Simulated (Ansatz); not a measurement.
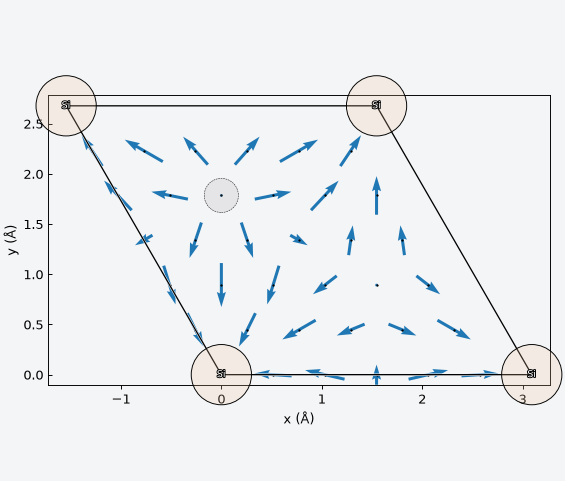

Si on a SiC(001) slab cut from the P6_3mc phase, its upper half relaxed before the scan (8 atoms of substrate and one adsorbate in a 1 × 1 cell). Si is moved over the surface cell; relaxed at each place: the height of the adsorbate's atoms; substrate rigid; the origin of the map has the adsorbate above Si8. Places are given modulo a cell vector. The map is drawn in real space over the plane of the surface. Grid: 6 × 6 points; 10 points were computed and 26 follow by symmetry. With one adsorbate in each 1 × 1 cell, its nearest image is 3.1 Å away, so neighbouring adsorbates interact. All numbers below come from Ansatz 0.2.0, DFT PBE, scalar-relativistic, plane waves, PAW. Settings: cutoff 420 eV, k-mesh 9×9×1, gaussian smearing 0.05 eV, spin-polarised.

In the figure: dots at the grid points, arrows along the force (downhill), their lengths compressed, labelled circles for the atoms of the top layer and small ones for the second layer, the outline of one cell of the plane.

The arrows alone are given. Where is the energy lowest?

The arrows converge at the top site over a surface Si atom, (0/6, 0/6) of the cell vectors (read from the interpolated surface).

The energy map of the same scan:

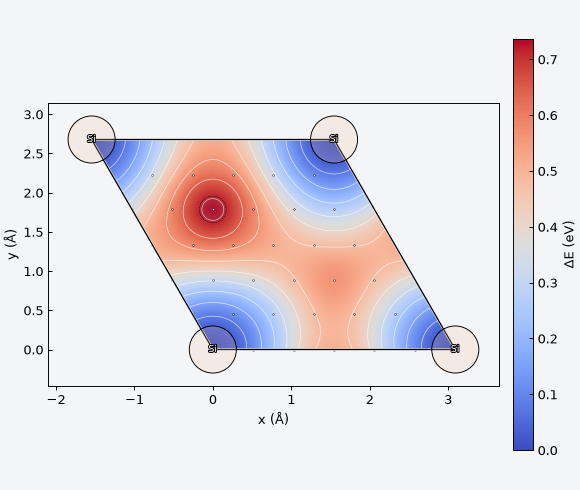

Energies are in eV, from the lowest grid point; between grid points the surface is interpolated.

PAW datasets: the set soft_1.
